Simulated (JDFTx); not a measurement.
# A series of single points on Si

System: Si (Fd-3m, 2 atoms in the cell).
Method: Kohn-Sham DFT of a periodic cell, PBEsol, PseudoDojo-SR-PBEsol-0.4.1-standard, no spin polarisation (JDFTx 1.7.0 (patched build)).

The 7 runs differ only in the geometry, by an even scaling of the cell at fixed fractional positions. The structure derives from a Materials Project entry.

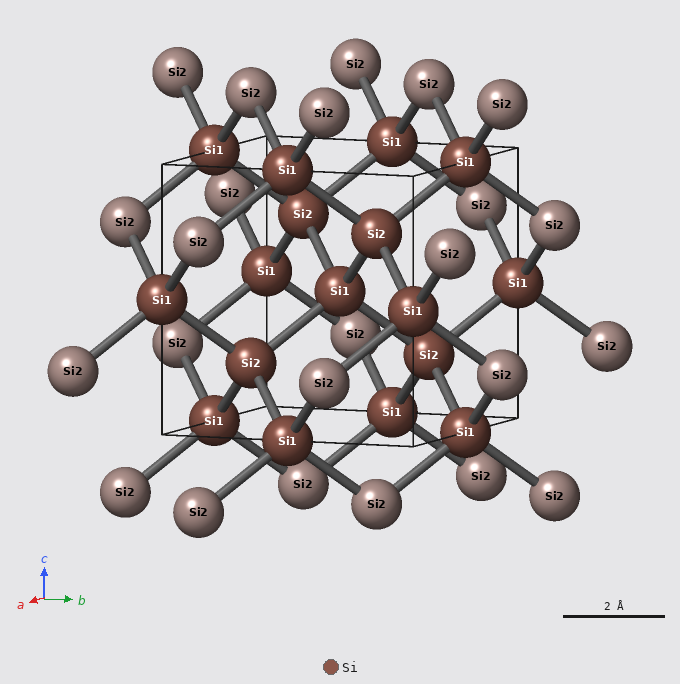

Figure 1. The structure of run 4 (ball-and-stick view of the cell 4 times as large as that of the calculation, set on its symmetry axes, seen slightly off an axis; neighbours outside the cell are drawn fainter; atoms are numbered from 1 in the order of the input). An atom can appear more than once, as a periodic image.

**Input of run 4**
```
lattice \
    0.0000000000     5.1435532945     5.1435532945 \
    5.1435532945     0.0000000000     5.1435532945 \
    5.1435532945     5.1435532945     0.0000000000
coords-type Cartesian
ion Si     5.1435532945     5.1435532945     5.1435532945 1
ion Si     7.7153299417     7.7153299417     7.7153299417 1

ion-species pseudo/Si.upf
elec-cutoff 18 144
elec-ex-corr gga-PBEsol
kpoint-folding 8 8 8
elec-smearing Fermi 0.0018374661
elec-n-bands 9
electronic-SCF nIterations 100 energyDiffThreshold 1e-09
electronic-minimize nIterations 30 energyDiffThreshold 1e-7
forces-output-coords Cartesian

dump-name run.$VAR
dump End Ecomponents EigStats BandEigs Kpoints Forces Stress
```

Command:
```bash
jdftx -c 1 -i Si.in -o Si.out
```

Lattice vectors (Å) and fractional positions of run 4:
```
   0.000000    2.721851    2.721851
   2.721851    0.000000    2.721851
   2.721851    2.721851    0.000000
Si  0.500000  0.500000  0.500000
Si  0.750000  0.750000  0.750000
```

Run 2 differs from it as follows:
```diff
-    0.0000000000     5.1435532945     5.1435532945 \
-    5.1435532945     0.0000000000     5.1435532945 \
-    5.1435532945     5.1435532945     0.0000000000
+    0.0000000000     5.0740372960     5.0740372960 \
+    5.0740372960     0.0000000000     5.0740372960 \
+    5.0740372960     5.0740372960     0.0000000000
-ion Si     5.1435532945     5.1435532945     5.1435532945 1
-ion Si     7.7153299417     7.7153299417     7.7153299417 1
+ion Si     5.0740372960     5.0740372960     5.0740372960 1
+ion Si     7.6110559440     7.6110559440     7.6110559440 1
```

**Results, with one run withheld**

| run | volume per atom (Å³) | free energy per atom, from the lowest run given (meV) | pressure (GPa) | gap on the mesh (eV) |
| --- | --- | --- | --- | --- |
| 1 | 18.955 | 18.21 | 5.76 | 0.42 |
| 2 | 19.358 | ? | ? | ? |
| 3 | 19.761 | 0.80 | 1.27 | 0.49 |
| 4 | 20.165 | 0.00 | −0.64 | 0.52 |
| 5 | 20.568 | 3.78 | −2.37 | 0.55 |
| 6 | 20.971 | 11.67 | −3.91 | 0.58 |
| 7 | 21.375 | 23.26 | −5.31 | 0.61 |

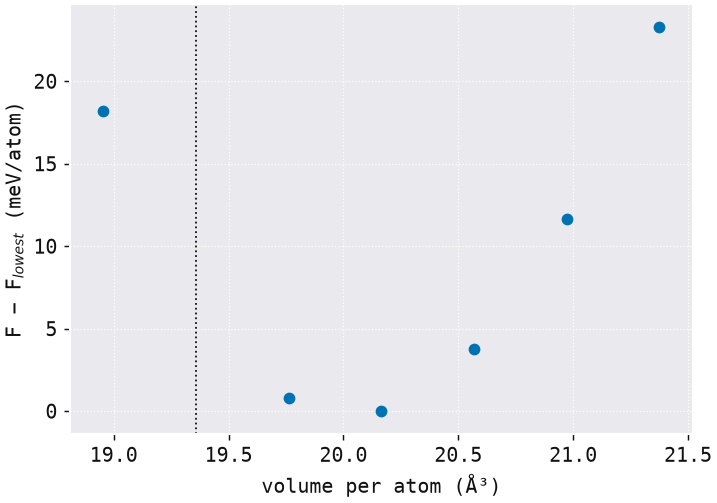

Figure 2. Free energy per atom of the runs given; the dotted line marks run 2.

Estimate the energy of run 2 from the others.

A cubic polynomial in V^(−2/3) (the Birch–Murnaghan form), fitted to the 6 runs given, misses them by at most 0.01 meV per atom. With x = V^(−2/3) − 0.13450 Å⁻², it reads F = 0.58889 − 1561.2 x + 7.1169e+05 x² + 8.5915e+05 x³ (meV per atom). At run 2 it gives 6.67 meV per atom, and the run itself gives 6.69. The slope of the fit gives a pressure −dF/dV of 3.42 GPa there, and the run prints 3.40 GPa. The fit has its minimum at 20.028 Å³ per atom, where V d²F/dV² gives 93.4 GPa: the bulk modulus at this level, since symmetry fixes the shape and the positions. The gap on the mesh goes, without turning, from 0.42 eV in run 1 to 0.61 eV in run 7; run 2 has 0.45 eV. These are gaps of this functional on this mesh, which can miss the band edges; they aren't the measured gap.

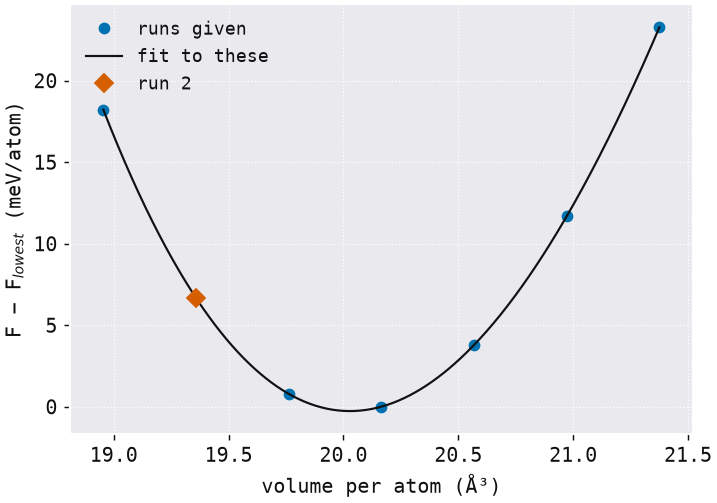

Figure 3. The fit and the withheld run.

**Some lines of the output (run 2)**
```
[...]
unit cell volume = 261.271
     Etot =       -7.9312979689310952
        F =       -7.9313022432132287
	HOMO-LUMO gap: +0.016589
	Optical gap  : +0.092831 at state 0 ( [ +0.000000 +0.000000 +0.000000 ] spin 0 )
```
